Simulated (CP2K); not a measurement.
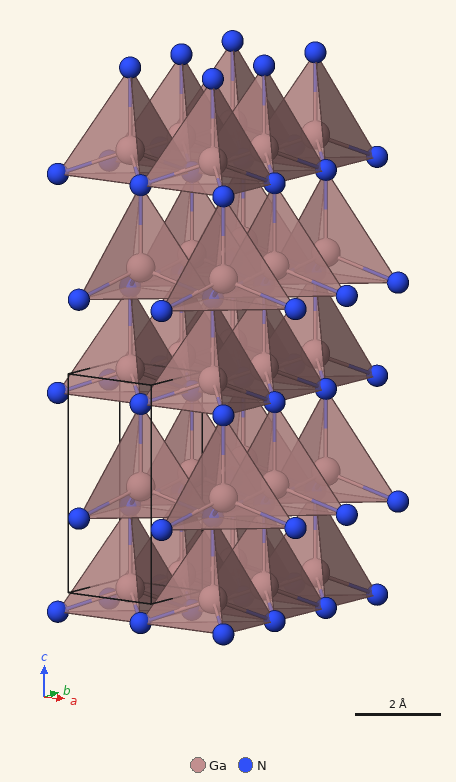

**Figure 1.** The structure (polyhedral view of the cell of the calculation, repeated 2 × 3 × 2, seen slightly off an axis; polyhedra are completed across the faces of the cell).

# GaN: single-point calculation

The run: single-point calculation of GaN (P6₃mc, 4 atoms in the cell). Method and program: with the settings of its input (CP2K 2026.2).

The structure derives from an entry of the Crystallography Open Database. The geometry comes from this level: r2SCAN. It belongs to a series of runs on one base structure; here: ALPHA = 0.05.

### Output
```
oboc3p

 CP2K| version string:                                       CP2K version 2026.2
 CP2K|            -lib tblite libvori libbqb
 CP2K| Input file name                                                   run.inp

 GLOBAL| Force Environment number                                              1
 GLOBAL| Cholesky decomposition library                                ScaLAPACK
 GLOBAL| Direct generalized diagonalization requested                          F
 GLOBAL| Matrix multiplication library                                 ScaLAPACK

 GENERATE|  Preliminary Number of Bonds generated:                             0
 GENERATE|  Achieved consistency in connectivity generation.

 *******************************************************************************
 *******************************************************************************
 **                                                                           **
 **     #####                         ##              ##                      **
 **    ##   ##            ##          ##              ##                      **
 **   ##     ##                       ##            ######                    **
 **   ##     ##  ##   ##  ##   #####  ##  ##   ####   ##    #####    #####    **
 **   ##     ##  ##   ##  ##  ##      ## ##   ##      ##   ##   ##  ##   ##   **
 **   ##  ## ##  ##   ##  ##  ##      ####     ###    ##   ######   ######    **
 **    ##  ###   ##   ##  ##  ##      ## ##      ##   ##   ##       ##        **
 **     #######   #####   ##   #####  ##  ##  ####    ##    #####   ##        **
 **           ##                                                    ##        **
 **                                                                           **
 **                                                ... make the atoms dance   **
 **                                                                           **
 **                      J. Chem. Phys. 152, 194103 (2020)                    **
 **                                                                           **
 *******************************************************************************

 *** available. The full set of unoccupied MOs will be used. Use           ***
 *** 'ADDED_MOS -1' to always use all available MOs and to get rid of this ***
 *** warning.                                                              ***

 TOTAL NUMBERS AND MAXIMUM NUMBERS

  Total number of            - Atomic kinds:                                   2
                             - Atoms:                                          4
                             - Shell sets:                                     4
                             - Shells:                                        10
                             - Primitive Cartesian functions:                 22
                             - Cartesian basis functions:                     28
                             - Spherical basis functions:                     26

  Maximum angular momentum of- Orbital basis functions:                        2
                             - Local part of the GTH pseudopotential:          2
                             - Non-local part of the GTH pseudopotential:      4

 SCF PARAMETERS         Density guess:                                    ATOMIC
                        --------------------------------------------------------
                        max_scf:                                              80
                        max_scf_history:                                       0
                        max_diis:                                              4
                        --------------------------------------------------------
                        eps_scf:                                        1.00E-06
                        eps_scf_history:                                0.00E+00
                        eps_diis:                                       1.00E-01
                        eps_eigval:                                     1.00E-05
                        --------------------------------------------------------
                        level_shift [a.u.]:                             0.000000
                        added MOs                                         8    0
                        --------------------------------------------------------
                        Mixing method:                            BROYDEN_MIXING
                                                charge density mixing in g-space
                        --------------------------------------------------------
                        Smear method:                                FERMI_DIRAC
                        Electronic temperature [K]:                        232.0
                        Electronic temperature [a.u.]:                  7.35E-04
                        Accuracy threshold:                             1.00E-10
                        --------------------------------------------------------
                        No outer SCF

 Extrapolation method: initial_guess

 Number of electrons:                                                         36
 Number of occupied orbitals:                                                 18
 Number of molecular orbitals:                                                26

 Number of orbital functions:                                                 26
 Number of independent orbital functions:                                     26

 SCF WAVEFUNCTION OPTIMIZATION

  ------------------------------------------------------------------------------
     1 NoMix/Diag. 0.50E-01    0.4     1.39167761      -169.0415847634 -1.69E+02
     2 Broy./Diag. 0.50E-01    0.6     0.02734492      -167.4042833994  1.64E+00
     3 Broy./Diag. 0.50E-01    0.6     0.21667098      -168.1419607555 -7.38E-01
     4 Broy./Diag. 0.50E-01    0.6     0.00542187      -169.3191376576 -1.18E+00
     5 Broy./Diag. 0.50E-01    0.5     0.00681951      -169.0253924099  2.94E-01
     6 Broy./Diag. 0.50E-01    0.5     0.00144379      -169.0379920071 -1.26E-02
     7 Broy./Diag. 0.50E-01    0.5     0.00007255      -169.0299537365  8.04E-03
     8 Broy./Diag. 0.50E-01    0.6     0.00005048      -169.0295904601  3.63E-04
     9 Broy./Diag. 0.50E-01    0.6     0.00000054      -169.0295654859  2.50E-05

  *** SCF run converged in     9 steps ***

  Electronic density on regular grids:        -35.9999998289        0.0000001711
  Core density on regular grids:               35.9999999975       -0.0000000025
  Total charge density on r-space grids:        0.0000001686
  Total charge density g-space grids:           0.0000001686

  Overlap energy of the core charge distribution:               0.00000001143014
  Self energy of the core charge distribution:               -244.28907363779862
  Core Hamiltonian energy:                                     74.24468905451178
  Hartree energy:                                              26.76603841968373
  Exchange-correlation energy:                                -25.75121933377655
  Electronic entropic energy:                                  -0.00000000000000
  Fermi energy:                                                 0.28765698598297

  Total energy:                                              -169.02956548594955
  Total energy (extrapolated to T->0):                       -169.02956548594955

 KPOINTS| Band Structure Calculation
 KPOINTS| Number of k-point sets                                               6
 KPOINTS| Number of added MOs/bands                                            6
 KPOINTS| Number of k-points in set    1                                       1
 KPOINTS| In units of b-vector [2pi/Bohr]
 KPOINTS| Special point     1 not specifi     0.000000     0.000000     0.000000
 KPOINTS| Time for k-point line                                            0.002
 KPOINTS| Number of k-points in set    2                                       1
 KPOINTS| In units of b-vector [2pi/Bohr]
 KPOINTS| Special point     1 not specifi     0.500000     0.000000     0.000000
 KPOINTS| Time for k-point line                                            0.002
 KPOINTS| Number of k-points in set    3                                       1
 KPOINTS| In units of b-vector [2pi/Bohr]
 KPOINTS| Special point     1 not specifi     0.333333     0.333333     0.000000
 KPOINTS| Time for k-point line                                            0.002
 KPOINTS| Number of k-points in set    4                                       1
 KPOINTS| In units of b-vector [2pi/Bohr]
 KPOINTS| Special point     1 not specifi     0.000000     0.000000     0.500000
 KPOINTS| Time for k-point line                                            0.002
 KPOINTS| Number of k-points in set    5                                       1
 KPOINTS| In units of b-vector [2pi/Bohr]
 KPOINTS| Special point     1 not specifi     0.500000     0.000000     0.500000
 KPOINTS| Time for k-point line                                            0.002
 KPOINTS| Number of k-points in set    6                                       1
 KPOINTS| In units of b-vector [2pi/Bohr]
 KPOINTS| Special point     1 not specifi     0.333333     0.333333     0.500000
 KPOINTS| Time for k-point line                                            0.002

 ENERGY| Total FORCE_EVAL ( QS ) energy [hartree]           -169.029929836447451

 FORCES| Atomic forces [hartree/bohr]
 FORCES|   Atom     x               y               z               |f|
 FORCES|      1 -9.04101394E-06  4.19778791E-06  2.15381614E-03   2.15383921E-03
 FORCES|      2  9.04100946E-06 -4.21473466E-06  2.15378751E-03   2.15381061E-03
 FORCES|      3 -2.05534962E-05  1.18649245E-05 -3.27680275E-03   3.27688869E-03
 FORCES|      4  2.05534976E-05 -1.18479642E-05 -3.27682301E-03   3.27690889E-03
 FORCES| Sum    -3.06282665E-12  1.35067918E-11 -2.24602211E-03
 FORCES| Total atomic force                                       2.24602211E-03

 STRESS| Analytical stress tensor [bar]
 STRESS|                        x                   y                   z
 STRESS|      x        1.28057870136E+05  -4.85799443128E+02   1.17298809046E-06
 STRESS|      y       -4.85799443128E+02   1.27494503610E+05  -7.02970210681E-02
 STRESS|      z        1.17298809046E-06  -7.02970210681E-02   1.52807117806E+05
 STRESS| 1/3 Trace                                             1.36119830517E+05
 STRESS| Determinant                                           2.49479602424E+15

 STRESS| Eigenvectors and eigenvalues of the analytical stress tensor [bar]
 STRESS|                        1                   2                   3
 STRESS| Eigenvalues   1.27214629610E+05   1.28337744136E+05   1.52807117806E+05
 STRESS|      x           0.499193883117      0.866490315617      0.000000054580
 STRESS|      y           0.866490315614     -0.499193883115     -0.000002778201
 STRESS|      z           0.000002380038     -0.000001434154      0.999999999996
```

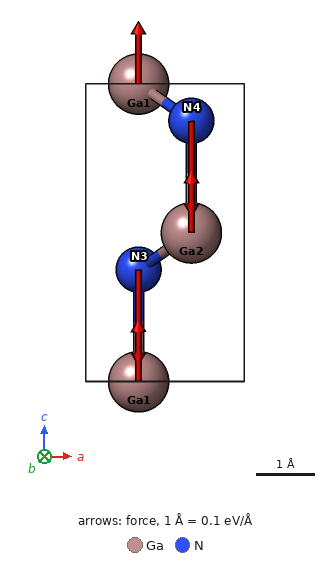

**Figure 2.** Forces on the atoms as red arrows (ball-and-stick view of the cell of the calculation, along the b axis; atoms are numbered from 1 in the order of the input). The largest act on N3, N4 (0.17 eV/Å); Ga1, Ga2 (0.11 eV/Å). The geometry is not a stationary point of this energy.

The run was set up as follows.

### Input file
```
&GLOBAL
 PROJECT run
 RUN_TYPE ENERGY_FORCE
 PRINT_LEVEL LOW
&END GLOBAL
&FORCE_EVAL
 METHOD QS
 STRESS_TENSOR ANALYTICAL
 &DFT
  BASIS_SET_FILE_NAME BASIS_MOLOPT
  POTENTIAL_FILE_NAME GTH_POTENTIALS
  &QS
   EXTRAPOLATION USE_GUESS
  &END QS
  &MGRID
   CUTOFF 500
   REL_CUTOFF 50
  &END MGRID
  &XC
   &XC_FUNCTIONAL PBE
   &END XC_FUNCTIONAL
  &END XC
  &KPOINTS
   SCHEME MONKHORST-PACK 5 5 5
   SYMMETRY F
   FULL_GRID F
  &END KPOINTS
  &SCF
   ADDED_MOS 10
   EPS_SCF 1e-6
   MAX_SCF 80
   &DIAGONALIZATION
   &END DIAGONALIZATION
   &MIXING
    METHOD BROYDEN_MIXING
    ALPHA 0.05
   &END MIXING
   &SMEAR
    METHOD FERMI_DIRAC
    ELECTRONIC_TEMPERATURE [K] 232
   &END SMEAR
   &PRINT
    &ITERATION_INFO
    &END ITERATION_INFO
   &END PRINT
  &END SCF
  &PRINT
   &BAND_STRUCTURE
    FILE_NAME bands.bs
    ADDED_MOS 6
    &KPOINT_SET
     UNITS B_VECTOR
     SPECIAL_POINT 0.00000000 0.00000000 0.00000000
     NPOINTS 0
    &END KPOINT_SET
    &KPOINT_SET
     UNITS B_VECTOR
     SPECIAL_POINT 0.50000000 0.00000000 0.00000000
     NPOINTS 0
    &END KPOINT_SET
    &KPOINT_SET
     UNITS B_VECTOR
     SPECIAL_POINT 0.33333333 0.33333333 0.00000000
     NPOINTS 0
    &END KPOINT_SET
    &KPOINT_SET
     UNITS B_VECTOR
     SPECIAL_POINT 0.00000000 0.00000000 0.50000000
     NPOINTS 0
    &END KPOINT_SET
    &KPOINT_SET
     UNITS B_VECTOR
     SPECIAL_POINT 0.50000000 0.00000000 0.50000000
     NPOINTS 0
    &END KPOINT_SET
    &KPOINT_SET
     UNITS B_VECTOR
     SPECIAL_POINT 0.33333333 0.33333333 0.50000000
     NPOINTS 0
    &END KPOINT_SET
   &END BAND_STRUCTURE
  &END PRINT
 &END DFT
 &SUBSYS
  &CELL
   A 3.18314959 0.00000000 0.00000000
   B -1.59157480 2.75668841 0.00000000
   C -0.00000000 0.00000000 5.18362563
  &END CELL
  &COORD
   SCALED
   Ga 0.33333333 0.66666667 -0.00088685
   Ga 0.66666667 0.33333333 0.49911315
   N 0.33333333 0.66666667 0.37588685
   N 0.66666667 0.33333333 0.87588685
  &END COORD
  &KIND Ga
   BASIS_SET SZV-MOLOPT-SR-GTH
   POTENTIAL GTH-PBE
  &END KIND
  &KIND N
   BASIS_SET SZV-MOLOPT-SR-GTH
   POTENTIAL GTH-PBE
  &END KIND
 &END SUBSYS
 &PRINT
  &STRESS_TENSOR
  &END STRESS_TENSOR
  &FORCES
  &END FORCES
 &END PRINT
&END FORCE_EVAL
```

Run as:
```bash
cp2k.psmp -i run.inp
```

### Results in brief

```tsv
quantity	value
outcome	converged
space group (tolerance 0.01 Å)	P6₃mc (186)
electrons treated	36
free energy	−4599.5387 eV
band gap	2.06 eV
pressure	13.61 GPa
largest force (length of the vector)	0.169 eV/Å
hardware	2 threads of Arm Neoverse V2, 24 GiB of memory available, shared host
wall time	6.6 s (CPU time 12 s)
peak memory	0.23 GiB
```

### Notes

Settings chosen away from the usual ones: ALPHA = 0.05. The cell is under a pressure of 13.6 GPa at this level, so it is not at its equilibrium volume.
